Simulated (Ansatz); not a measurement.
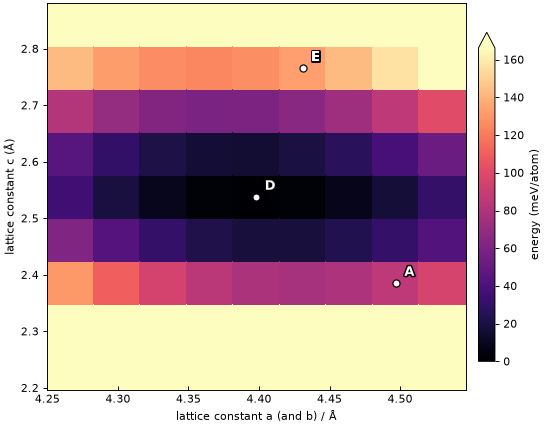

BN (P4_2/mnm, No. 136; 8 atoms in the cell). The energy is mapped over the lattice constants a and c of the conventional cell. Coordinates scanned: (1) lattice constant a (and b); (2) lattice constant c. Nothing is relaxed (fractional coordinates fixed). The grid has 9 × 9 points. Energies: meV/atom, counted from the lowest grid point. Level of theory: Ansatz, DFT PBEsol, scalar-relativistic, plane waves, PAW. Settings: cutoff 520 eV, k-mesh 6×6×10 in the order of the run's cell vectors, gaussian smearing 0.05 eV, no spin polarisation.

In the figure: one coloured cell a grid point, one colour for all values above the top of the scale, lettered points.

Is A the lowest point of the computed grid?

Answer. No. A lies 86 meV/atom above the lowest grid point, which is at lattice constant a (and b) = 4.398 Å, lattice constant c = 2.538 Å.

What kind of point is each of A, D, E: minimum, saddle, maximum or slope?

Answer. A: on a slope; D: minimum; E: on a slope. (In these two coordinates alone; a stationary point may lie a little off the grid point.)

Rank the lettered points by energy, lowest first.

Answer. D (0 meV/atom), A (86 meV/atom), E (133 meV/atom).

PAW datasets: the set soft_1.
